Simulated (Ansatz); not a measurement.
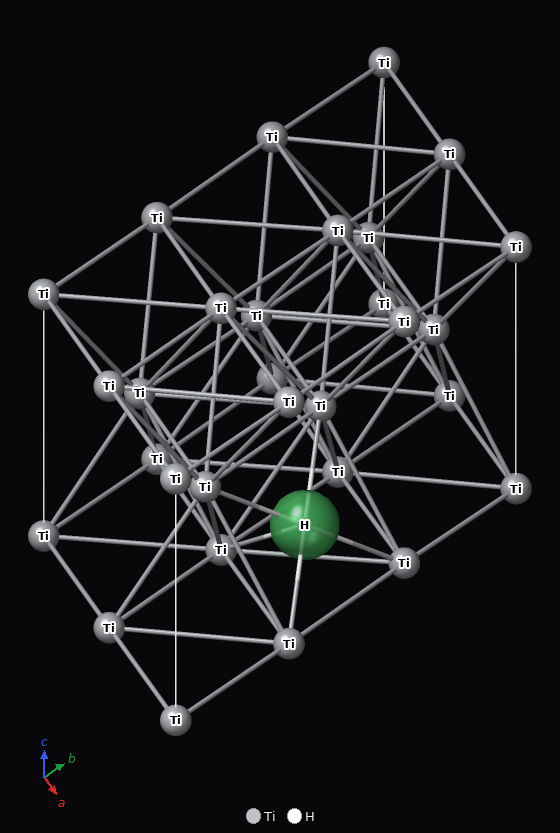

Figure 1: Ti12H (cell with a defect). Isosurface of the ELF at 0.85 (green), seen at an oblique angle. Core shells and regions of very low density are left out. Sticks mark near contacts.

Computed without spin polarisation.

Computed with DFT PBE-D3(BJ), scalar-relativistic, plane waves, PAW in Ansatz.

In a PAW calculation such maps are meaningful between the atoms, not at the nuclei.

```xyz
13
Lattice="5.9000 0.0000 0.0000 -4.4250 7.6643 0.0000 0.0000 0.0000 4.6846" Properties=species:S:1:pos:R:3 pbc="T T T"
Ti    0.0044    0.0021    4.6630
Ti   -0.0041    1.6789    2.3400
Ti   -1.4334    2.5382    4.6788
Ti   -1.4437    4.2791    2.3622
Ti   -2.9506    5.1421    0.0213
Ti   -2.9510    6.8195    2.3572
Ti   -1.4770    7.6593    4.6697
Ti    2.9475    1.6716    2.3213
Ti    1.4412    2.5354    4.6641
Ti    1.4314    4.2760    2.3458
Ti    0.0012    5.1356    0.0010
Ti   -0.0076    6.8124    2.3635
H     2.9455    3.4086    1.1705
```

Q: Identify the bonds, lone pairs and shells in this picture.

A: The surface consists of one region around a hydrogen nucleus, counted in one cell of 13 atoms. Any copies at cell faces, edges or corners count once. Profiles from the grid: Ti–H (2.08 Å): the ELF climbs to about 1 towards the hydrogen. Ti–Ti (2.86 Å): the ELF is about 0.20 at the midpoint: no shared electron pair shows on this line.

Q: Does the calculation give a band gap?

A: It is metallic or semimetallic at this level of theory: no gap opens.
